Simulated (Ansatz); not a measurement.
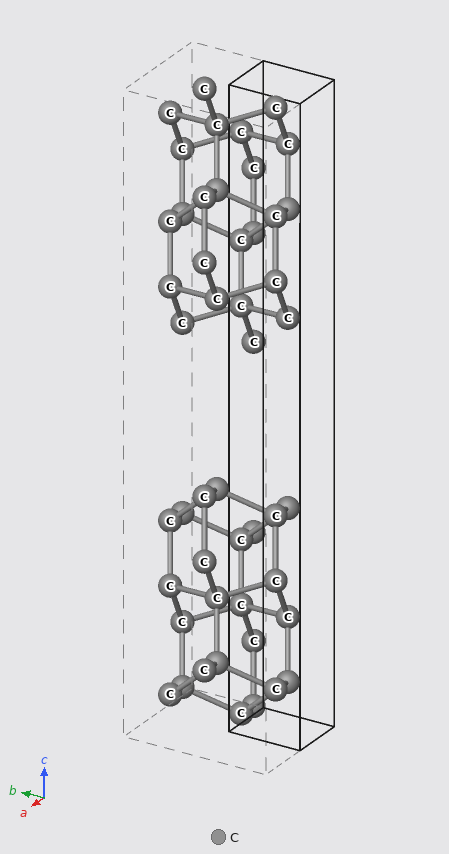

The figure gives a ball-and-stick picture of the atoms, viewed from a general direction. The solid frame is a single conventional unit cell within a 2×2×1 block. Cell: a = 2.503 Å, b = 2.503 Å, c = 15.507 Å, α = 90.00°, β = 90.00°, γ = 120.00°.

What structure is drawn here?

The element is carbon. It is primitive hexagonal, space group P-6m2 (No. 187). The cell holds twelve atoms. Neighbours within bonding distance: C 3 to 4 (mean 3.8). The bonds build C layers parallel to (001).

Starting structure: an entry, possibly a prediction, of the Crystallography Open Database. The cell was then strained or its atoms displaced on purpose. Ansatz was used for an electronic-structure calculation on it.

At this level of theory the run's own cell isn't at rest (forces up to 4.6 eV/Å), so its distances can differ from those at equilibrium, the more so the softer the solid.
